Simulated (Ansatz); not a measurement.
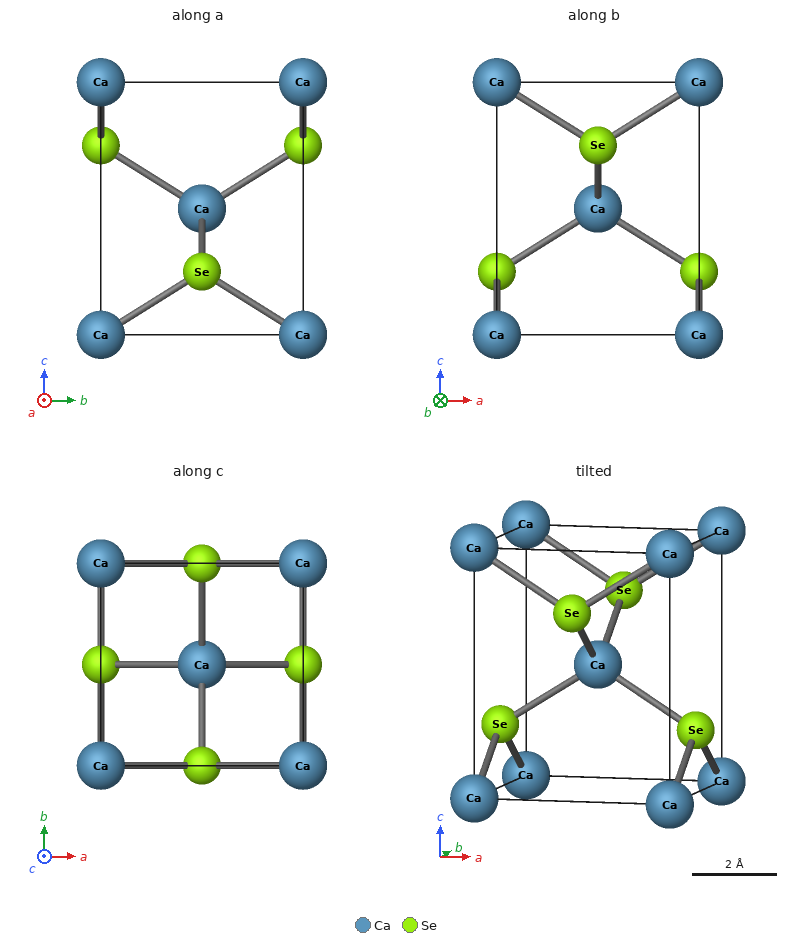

The figure gives a ball-and-stick picture of the atoms, viewed along the a axis, along the b axis, along the c axis and slightly off an axis. The wireframe shows the conventional unit cell.

Lattice parameters: a = 4.8244 Å, b = 4.8244 Å, c = 6.0262 Å, α = 90.000°, β = 90.000°, γ = 90.000°.

Convert the drawing into a CIF in P1 with every atom of the cell.

```cif
data_structure
_symmetry_space_group_name_H-M 'P 1'
_symmetry_Int_Tables_number 1
_cell_length_a 4.8244
_cell_length_b 4.8244
_cell_length_c 6.0262
_cell_angle_alpha 90.000
_cell_angle_beta 90.000
_cell_angle_gamma 90.000
_cell_volume 140.26
loop_
_atom_site_label
_atom_site_type_symbol
_atom_site_fract_x
_atom_site_fract_y
_atom_site_fract_z
_atom_site_occupancy
Ca1 Ca 0.0000 0.0000 0.0000 1
Se1 Se 0.0000 0.5000 0.2500 1
Ca2 Ca 0.5000 0.5000 0.5000 1
Se2 Se 0.5000 0.0000 0.7500 1
```

The structure was taken from a structure type filled with these elements by a generator (whether the compound takes this form wasn't checked). The cell was then strained or its atoms displaced on purpose. A calculation with Ansatz used it as input.
